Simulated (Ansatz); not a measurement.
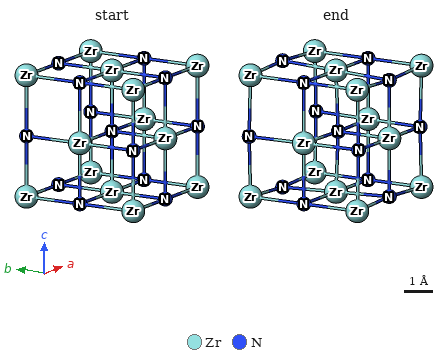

The structure of a defect cell of composition Zr7N8 (coarse preliminary run) before (left) and after (right) a relaxation, at one scale.

A ball-and-stick model of the atoms within 4.2 Å of the atom that moves most (axes of the conventional cell (4 times the calculation's cell)), seen from a free direction. Lengths and directions refer to the drawn axes.

Case: Zr vacancy (site b), charge +0, atoms relaxed at the host's cell.

Method: Ansatz, DFT PBE, scalar-relativistic, plane waves, PAW. Set-up: plane-wave cutoff 420 eV; k-point mesh 1 × 1 × 1; occupations gaussian; smearing width 0.1 eV; no spin polarisation; atoms relaxed in a fixed cell; force threshold 0.025 eV/Å; at most 45 steps.

Summarise the run.

Over 3 accepted moves (4 points after the start) the energy falls by 0.375 eV per cell of the calculation. The largest force component goes from 1.2 to 0.00041 eV/Å. 1 step only repeated the SCF at the same geometry. The largest moves, 0.096 Å, are those of N atoms. Zr stays in place. The lattice vectors keep their values. Some distances before and after: N–Zr 2.297 → 2.201 Å. Among the angles between lasting bonds that change: Zr–N–Zr 180.0° → 175.2°, Zr–N–Zr 90.0° → 92.4°. The run took 4.8 s on 4 threads of Intel(R) Xeon(R) Processor @ 2.70GHz, on a shared host, peak memory 0.42 GiB.

Limits of the set-up: the k-point mesh is coarse for a cell with partly filled bands; the periodic images lie only 6.5 Å apart, so the values are limited by the cell's size.
